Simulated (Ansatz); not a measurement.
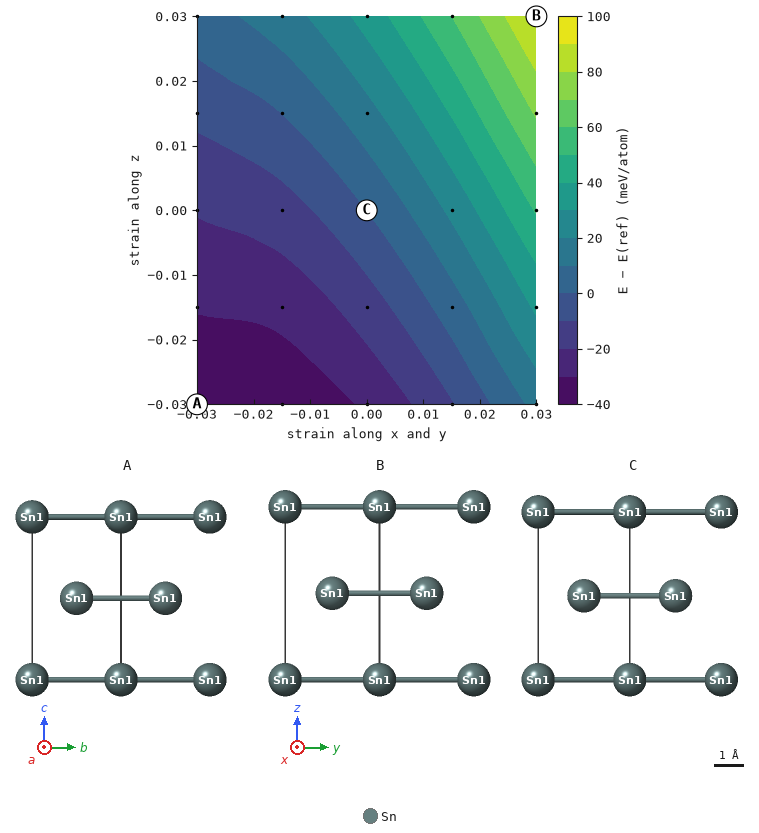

A crystal of Sn (I4/mmm): the cell is strained equally along x and y and separately along z, with the atoms kept at their fractional coordinates. x, y and z are the Cartesian axes of the input. The map is interpolated between the computed points (dots). The lettered frames are marked on it. A ball-and-stick model of the conventional cell (2 times the calculation's cell), repeated 3 × 2 × 1 with one cell outlined, seen along the a axis. Lengths and directions refer to the drawn axes.

All numbers below come from DFT PBEsol, scalar-relativistic, plane waves, PAW (Ansatz 0.2.0). Settings: plane-wave cutoff 420 eV; k-point mesh 20 × 20 × 20; occupations gaussian; smearing width 0.15 eV; no spin polarisation. Energies (free energies at the smearing named) are counted from the cell as listed in its source, which wasn't relaxed.

What does the map show?

Answer. In pairs of (strain along x and y; strain along z): the lowest computed point lies at (−0.015, −0.030) (−37.6 meV/atom), the highest at (0.030, 0.030) (92.1 meV/atom). It lies on the edge of the grid, so the true minimum may be outside the range scanned. The pressure runs from −6.4 GPa at (0.030, 0.030) to −0.2 GPa at (−0.030, −0.030). The frames lie at A (−0.030, −0.030): −37.4 meV/atom, B (0.030, 0.030): 92.1 meV/atom, C (0.000, 0.000): 0.0 meV/atom.

The computed points:

Rows: strain along x and y; columns: strain along z; values in meV/atom; a dash marks a point that wasn't computed.

```
        −0.030  −0.015  0.000  0.015  0.030
−0.030   −37.4   −29.3  −19.3   −7.6    5.4
−0.015   −37.6   −26.8  −14.2    0.0   15.4
 0.000   −28.3   −14.9    0.0   16.4   33.9
 0.015   −11.0     5.0   22.1      –   59.9
 0.030    13.0    31.5   50.8   71.0   92.1
```
